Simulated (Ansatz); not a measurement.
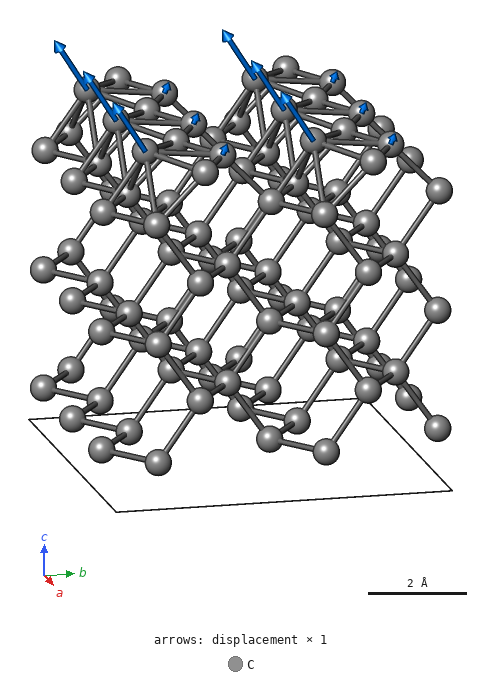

A constrained relaxation of a slab of composition C (cut from the Fd-3m phase). The starting structure is drawn; blue arrows show the displacements, at their true length.

Style: ball-and-stick. Shown: the 3 × 2 repeat of the cell, outlined in the plane, without the vacuum, slightly off an axis.

Case: C put at a hollow C-C-C site. The slab is the (1 1 0) face of C with C on it. 6 atoms are held fixed.

Computed with Ansatz, DFT PBEsol, scalar-relativistic, plane waves, PAW. Settings: plane-wave cutoff 420 eV; k-point mesh 11 × 8 × 1; occupations gaussian; smearing width 0.05 eV; collinear spin; dipole correction; atoms relaxed in a fixed cell; force threshold 0.03 eV/Å; at most 70 steps.

Describe the change and its energy.

After 11 accepted moves (12 points after the start) the energy has fallen by 7.846 eV per cell of the calculation. The largest force component goes from 8.3 to 0.0078 eV/Å. The line search rejected the trial step at point 8 of the run. A C atom moves most: 1.31 Å at 32° to the normal (+c side). The cell stays as it was. Among the contacts that change: C–C 1.646 → 2.649 Å, C–C 1.763 → 2.755 Å, C–C 1.521 → 2.386 Å, C–C 1.591 → 2.263 Å. New bonds form, among them: C–C (1.93 → 1.53 Å). Bonds break, among them: C–C (1.52 → 2.39 Å), C–C (1.59 → 2.26 Å), C–C (1.65 → 2.65 Å), C–C (1.76 → 2.75 Å). Bond angles that change, for instance: C–C–C 123.3° → 108.2°, C–C–C 100.0° → 110.6°, C–C–C 113.8° → 109.4°. The program noted that the starting moments weren't kept. The run may lie on a higher electronic state than the lowest, so the end point isn't shown to be the ground-state structure.

Limits of the set-up: the periodic images lie only 2.5 Å apart, so the values are limited by the cell's size.
